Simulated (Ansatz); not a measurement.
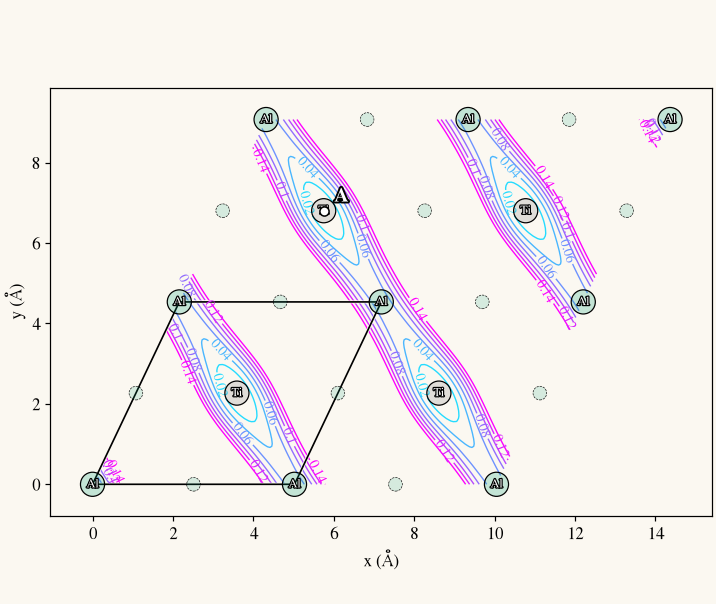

H on a TiAl₃(110) slab cut from the I4/mmm phase, its upper half relaxed before the scan (8 atoms of substrate and one adsorbate in a 1 × 1 cell). H is moved over the surface cell at a fixed height above a rigid substrate; the origin of the map has the adsorbate above Al8; the height is held at 2.80 Å. Places are given modulo a cell vector. The map is drawn in real space over the plane of the surface. Grid: 6 × 6 points; 13 points were computed and 23 follow by symmetry. Energies are in eV, from the lowest grid point. The runs have no spin polarisation, so an open-shell adsorbate far from the surface lies too high. With one adsorbate in each 1 × 1 cell, its nearest image is 5.0 Å away, so neighbouring adsorbates interact. At a fixed height the lowest place need not be the adsorption site. All numbers below come from DFT PBE+D3(BJ), scalar-relativistic, plane waves, PAW in Ansatz. Settings: cutoff 420 eV, k-mesh 6×6×1, gaussian smearing 0.1 eV, no spin polarisation.

The picture shows contour lines labelled in eV (none above 0.14), labelled circles for the atoms of the top layer and small ones for the second layer, the outline of one cell of the 2 × 2 shown, the point A. Between grid points the surface is interpolated.

**What is the easiest way out of the well at A, and how high is the barrier?**

The easiest path leads from the well at the top site over a surface Ti atom, (3/6, 3/6) of the cell vectors to its copy one period on. Its highest point lies about 0.05 eV above the bottom of the first well on the interpolated surface, at the top site over a surface Al atom, (0/6, 0/6) of the cell vectors. This is the barrier on the constrained surface; relaxing the other coordinates would change it.

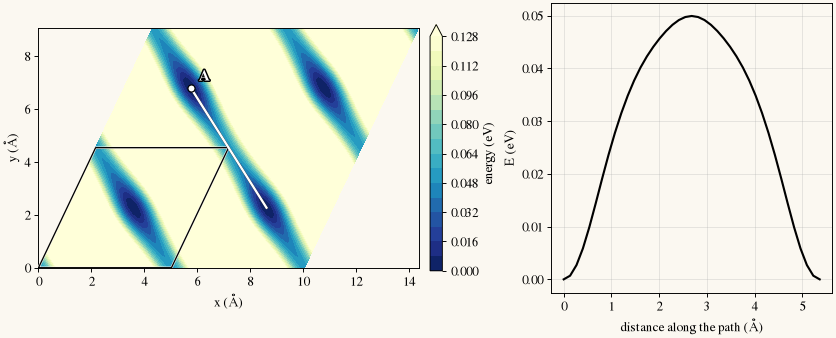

In the figure: filled contours, a line along the lowest path, the outline of one cell of the 2 × 2 shown, one colour for all values above the top of the scale, the energy along the path at the right. Between grid points the surface is interpolated.

PAW datasets: the set soft_1.
